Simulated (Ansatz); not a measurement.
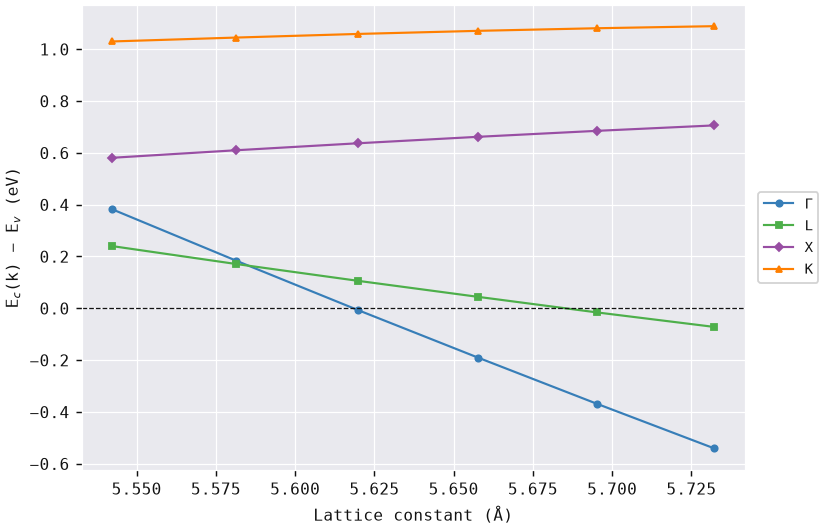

Lowest conduction level at each named k point, counted from the valence-band top at Γ. A negative value at Γ means that the s-like level, then filled, lies under the p-like triplet: the bands are inverted and there is no gap.

System: diamond-type Ge, space group Fd-3m (No. 227), 2 atoms in the primitive cell. The cell is scaled uniformly. Computed with Ansatz: LDA, all-electron LAPW, no spin polarisation, no spin-orbit coupling, 8×8×8 k mesh, Fermi-Dirac smearing of 0.05 eV.

How does each level move from a = 5.542 Å to a = 5.732 Å?

Γ falls by 0.92 eV, L falls by 0.31 eV, X rises by 0.13 eV and K rises by 0.06 eV.

Does the lowest of these conduction levels change place?

Going by straight lines between the points, the lowest is the one at L up to about a = 5.585 Å and the one at Γ beyond. With the valence top at Γ, the lowest of these transitions turns from indirect to direct near a = 5.585 Å.

What are the deformation potentials dE/d ln V?

Straight lines against ln V have slopes of −9.1 eV at Γ, −3.1 eV at L, +1.2 eV at X and +0.6 eV at K.

The values:
```csv
cell,Γ (eV),L (eV),X (eV),K (eV),pressure (GPa)
a = 5.542 Å,0.38,0.24,0.58,1.03,3.4
a = 5.581 Å,0.18,0.17,0.61,1.04,1.6
a = 5.620 Å,−0.01,0.11,0.64,1.06,0.1
a = 5.658 Å,−0.19,0.04,0.66,1.07,−1.3
a = 5.695 Å,−0.37,−0.02,0.69,1.08,−2.5
a = 5.732 Å,−0.54,−0.07,0.71,1.09,−3.6
```

Spin-orbit coupling is left out, which matters for Ge. LDA, GGA and most meta-GGA functionals understate gaps. Measured Ge has an indirect gap, with the conduction bottom at L. Measured Ge has a positive gap at its own volume; this functional understates it.
